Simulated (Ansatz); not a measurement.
A series of calculations on ScAl

### Vibrations

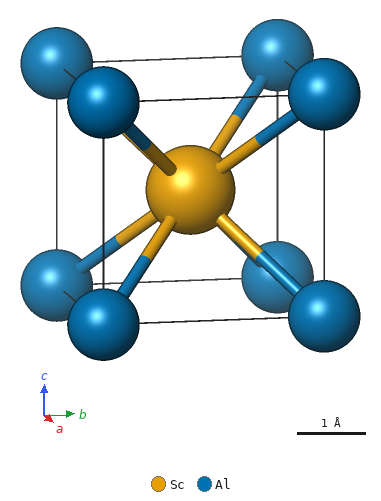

Phonons of a crystal of ScAl at 0.98 times its rest volume, space group Pm-3m (No. 221), at the zone centre. A ball-and-stick model of the cell of the calculation, seen slightly off an axis.

These are results of Ansatz 0.2.0, DFT PBEsol, scalar-relativistic, plane waves, PAW, not measurements. Settings: plane-wave cutoff 420 eV; k-point mesh 12 × 12 × 12; occupations fermi dirac; smearing width 0.15 eV; no spin polarisation.

The frequencies depend somewhat on the k-mesh and the smearing.

> Which optical modes does it have, at what frequencies, and is it stable there?

The calculation's cell holds 2 atoms, so there are 3 optical modes, in 1 level. The optical modes span T₁u. No level is unstable.

```json
{"level": "1", "symmetry": "T₁u", "frequency (cm⁻¹)": "299", "activity": "infrared-active"}
```

The crystal is a metal, so free carriers screen the infrared response.

The displacement patterns (one member of each degenerate set):

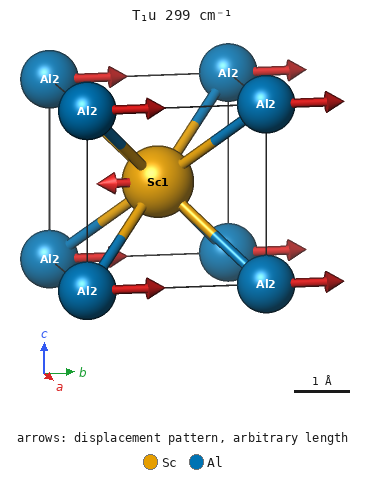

### Vibrations

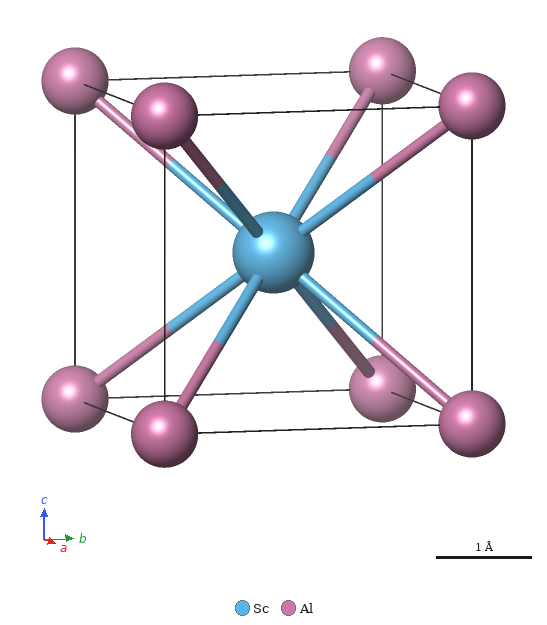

Lattice vibrations of solid ScAl at 1.02 times its rest volume, space group Pm-3m (No. 221), at the zone centre. Style: ball-and-stick. Shown: the cell of the calculation, slightly off an axis.

These are results of Ansatz, DFT PBEsol, scalar-relativistic, plane waves, PAW, not measurements. Set-up: plane-wave cutoff 420 eV; k-point mesh 12 × 12 × 12; occupations fermi dirac; smearing width 0.15 eV; no spin polarisation.

The frequencies depend somewhat on the k-mesh and the smearing.

**List the optical modes.**

The calculation's cell holds 2 atoms, so there are 3 optical modes, in 1 level. The optical modes span T₁u. No level is unstable.

```csv
level,symmetry,frequency (cm⁻¹),activity
1,T₁u,280,infrared-active
```

The crystal is a metal, so free carriers screen the infrared response.

The displacement patterns (one member of each degenerate set):

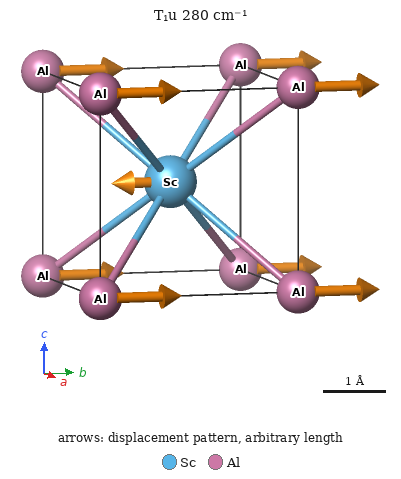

### One mode

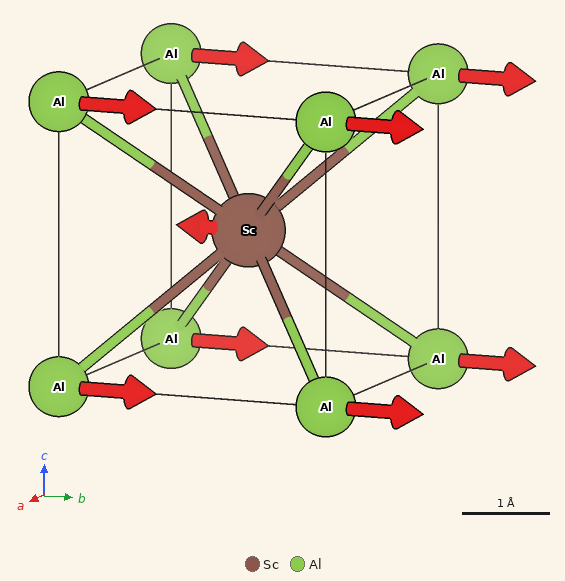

One vibrational mode of solid ScAl at the zone centre. Displacements are drawn as red arrows; their common scale and sign are arbitrary. A ball-and-stick model of the cell of the calculation, seen slightly off an axis.

Theory: DFT PBEsol, scalar-relativistic, plane waves, PAW (Ansatz). Set-up: plane-wave cutoff 420 eV; k-point mesh 12 × 12 × 12; occupations fermi dirac; smearing width 0.15 eV; no spin polarisation.

The frequencies depend somewhat on the k-mesh and the smearing.

Give the symmetry, activity and frequency of this mode.

Answer. This is the T₁u mode (triply degenerate; one member of the set is drawn) at 8.67 THz, the only optical level, infrared-active by symmetry. The Al sublattice moves against the Sc sublattice, along b; the kinetic energy is shared as Al 62 %, Sc 38 %. The crystal is a metal, so free carriers screen the infrared response.
